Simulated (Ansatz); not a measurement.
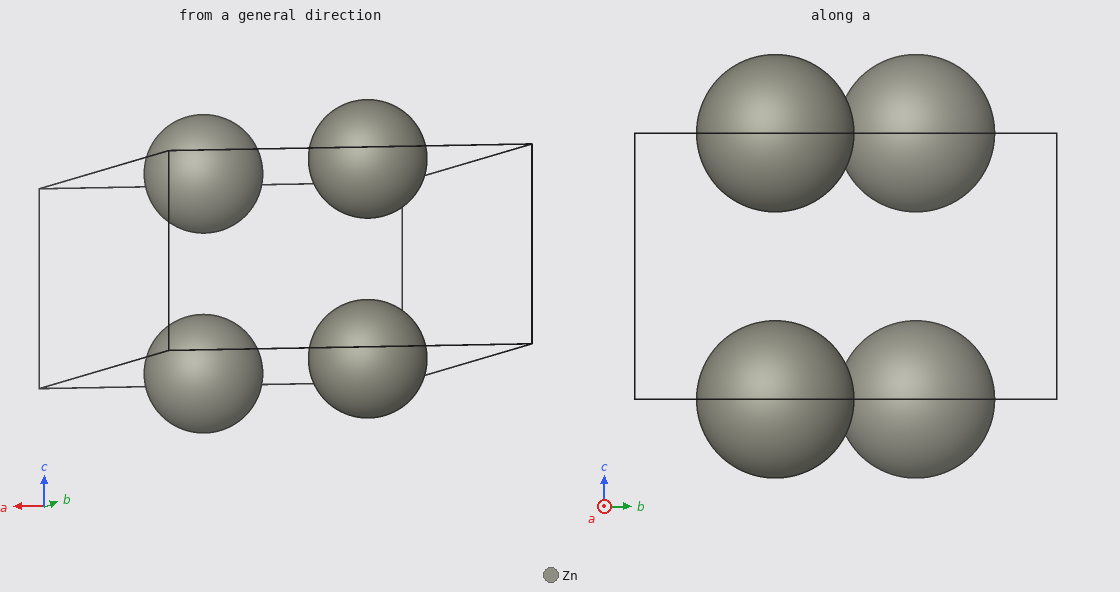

Shown here is a spheres-only view of the crystal, taken from a general direction and along the a axis. One conventional unit cell is outlined, and atoms on its boundary appear in each equivalent place.

Lattice: a = 4.397 Å, b = 4.397 Å, c = 2.402 Å, α = 90.00°, β = 90.00°, γ = 120.00°.

### Count the atoms in the cell.

2 (zinc), counting shared atoms by their share.

### State the space group and its number.

P6/mmm (No. 191), with Zn on 2c.

The initial geometry was a textbook structure type filled with this element (whether it is the usual form wasn't checked). Relaxation method: DFT r2SCAN, scalar-relativistic, plane waves, PAW in Ansatz 0.2.0.
